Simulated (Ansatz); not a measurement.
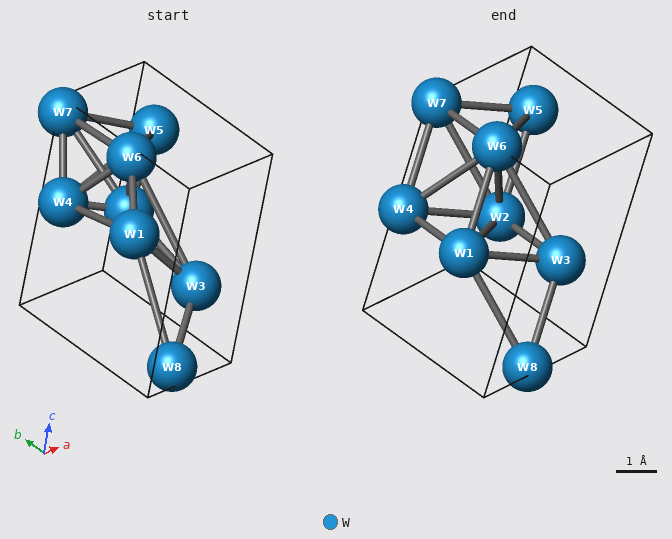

The structure of a crystal of W (set up in P1) before (left) and after (right) a relaxation, at one scale.

A ball-and-stick model of the cell of the calculation, reduced to other axes, seen from a free direction. Lengths and directions refer to the drawn axes.

Case: all atoms moved at random, sigma 0.4 Å for each component; relaxed back.

Computed with DFT PBE, scalar-relativistic, plane waves, PAW in Ansatz.

Input
```yaml
crystal:
  lattice:
    - [0.0, 4.0370062299, -4.0370062299]
    - [4.0370062299, 4.0370062299, 0.0]
    - [4.0370062299, 0.0, -4.0370062299]
  atoms:
    - { symbol: W, position: [0.328582217, 0.0088575137, 0.6325046206] }
    - { symbol: W, position: [0.5848603, 0.4533881173, 0.574294796] }
    - { symbol: W, position: [0.0811285697, 0.0037730217, 0.4168481491] }
    - { symbol: W, position: [-0.1186773005, 0.5094652196, 0.5332127474] }
    - { symbol: W, position: [0.6136827467, -0.0952919635, -0.0827003053] }
    - { symbol: W, position: [0.4723329181, 0.5282073968, -0.0674004943] }
    - { symbol: W, position: [-0.0122948577, 0.0478715388, -0.0770995743] }
    - { symbol: W, position: [0.0503854066, 0.5437291557, 0.0703400608] }
basis:
  ecutwfc: 420
kpoints:
  mp_grid: { grid: [8, 8, 8] }
hamiltonian:
  xc: pbe
scf:
  occupations: { method: gaussian, width: 0.15 }
output:
  forces: true
  stress: true
  eigenvalues: true
relax:
  adjacent_minimum: "off"
  f_tol: 0.01
  max_steps: 80
  cell: { stress_tol: 0.1 }
```

Command:
```bash
ansatz run input.yaml --threads 2 --pin off --max-ram 5120MiB --backend cpu --events-out ev --progress --plain --runs-dir out
```

**Summarise the run.**

The largest moves relative to the cell, 0.82 Å, are those of W1 and W8. W1 goes roughly along [−1 3 −3]. Cell: a 5.709 → 5.923 Å (+3.7 %), b 5.709 → 5.390 Å (−5.6 %), c 5.709 → 6.028 Å (+5.6 %), α 60.0° → 63.4°, β 60.0° → 52.4°, γ 60.0° → 62.9°. Volume +0.2 %. Some distances before and after: W1–W8 3.071 → 4.684 Å, W1–W7 1.815 → 3.014 Å, W1–W5 3.807 → 2.723 Å, W2–W7 4.383 → 3.325 Å. Bonds break: W1–W8 (3.07 → 4.68 Å). The space group (tolerance 0.01 Å) goes from P1 (No. 1) to Fddd (No. 70). After 11 accepted moves (13 points after the start) the energy has fallen by 4252 meV per atom. Largest force component: 39 eV/Å at the start, 0.0012 eV/Å at the end. Pressure: 118.07 GPa at the start and 0.01 GPa at the end. At 2 points the geometry stayed and the basis and grid were re-selected for the new cell (energy shift of 1.0 meV per atom at most each time). Cost: 7.5 min on 2 threads of AMD EPYC 9R45 96-Core Processor (Zen 5), on a shared host, peak memory 1.8 GiB.
